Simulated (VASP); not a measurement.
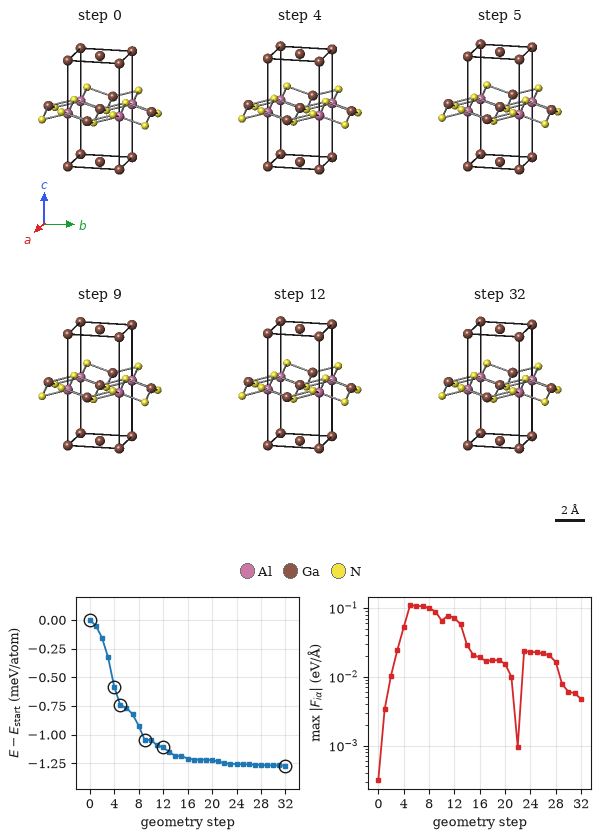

Frames of a relaxation of a crystal of AlGa$_{3}$N$_{2}$ (a generated structure, set up in P-4m2), marked on the history of the run. Style: ball-and-stick. Shown: the cell of the calculation, slightly off an axis.

The run lets cell and atoms move.

Computed with VASP, Kohn-Sham DFT of a periodic cell, PBE, VASP PAW PBE potentials, recommended.

Input file:
```
SYSTEM = AlGa3N2
PREC = Accurate
ENCUT = 520
EDIFF = 1E-7
ISMEAR = 0
SIGMA = 0.1
LREAL = .False.
LASPH = .True.
NELM = 120
ALGO = Normal
ISIF = 3
LWAVE = .False.
LCHARG = .False.
GGA = PE
IBRION = 2
NSW = 60
EDIFFG = -0.005
POTIM = 0.3
KPAR = 4
```

Command:
```bash
cat potpaw_PBE.64/Al/POTCAR potpaw_PBE.64/Ga_d/POTCAR potpaw_PBE.64/N/POTCAR > POTCAR
mpirun -np 4 vasp_std > vasp.out
```

Describe the path.

Answer. The energy falls by 1.3 meV per atom in 32 geometry steps. Largest force component: 0.00031 eV/Å at the start, 0.0047 eV/Å at the end. Pressure: 0.12 GPa at the start and 0.01 GPa at the end. The largest moves relative to the cell, 0.019 Å, are those of N atoms. Ga and Al stay in place. Cell: a = b 3.744 → 3.734 Å (−0.3 %), c 7.697 → 8.107 Å (+5.3 %). Volume +4.8 %. The space group stays P-4m2 (No. 115). From step 0 to 4: volume +1.8 %, energy −0.6 meV per atom. From step 4 to 5: volume +1.8 %, energy −0.2 meV per atom. From step 5 to 9: volume +0.8 %, energy −0.3 meV per atom. From step 9 to 12: volume +0.3 %, energy −0.1 meV per atom. From step 12 to 32: N atoms move most (0.02 Å), energy −0.2 meV per atom.
